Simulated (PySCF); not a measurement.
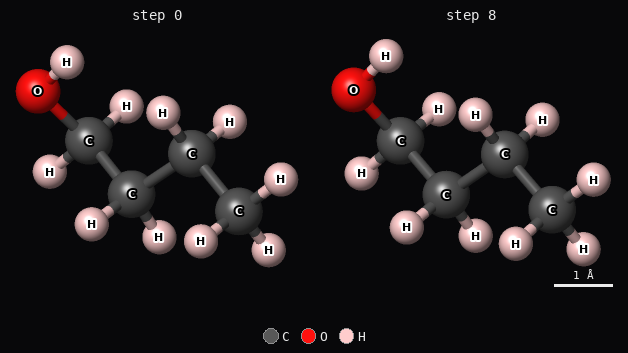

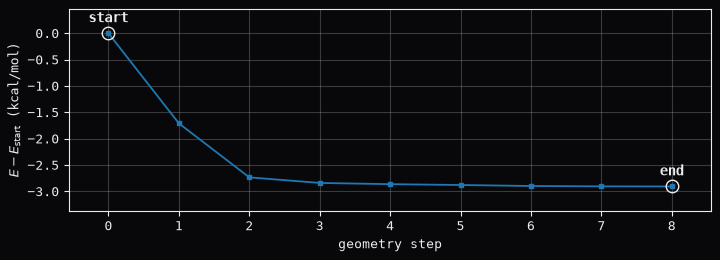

First and last geometry of a relaxation of C$_{4}$H$_{10}$O, with the history of the run. The picture is a ball-and-stick view, seen from a free direction.

The start comes from GFN2-xTB. Its atoms were then displaced at random by about 0.01 Å.

Computed with PBE0-D3(BJ)/def2-TZVP geometry optimisation, gas phase (PySCF). 

> What do the curves and the structures tell?

It converged. An H atom moves most after the best rigid fit: 0.16 Å. Largest moves by element: H 0.16 Å, O 0.07 Å, C 0.04 Å. Near-neighbour distances that change, for instance: C–C 1.556 → 1.519 Å, C–C 1.480 → 1.517 Å, C–H 1.124 → 1.092 Å, C–H 1.068 → 1.093 Å. Among the angles between lasting bonds that change: H–C–H 111.1° → 107.5°, O–C–H 102.1° → 105.6°, C–C–H 112.6° → 109.7°. After 8 geometry steps the energy has fallen by 2.91 kcal/mol.

| step | E − E(0), kcal/mol |
| --- | --- |
| 0 | 0.00 |
| 1 | -1.71 |
| 2 | -2.73 |
| 3 | -2.84 |
| 4 | -2.86 |
| 5 | -2.88 |
| 6 | -2.90 |
| 7 | -2.90 |
| 8 | -2.91 |
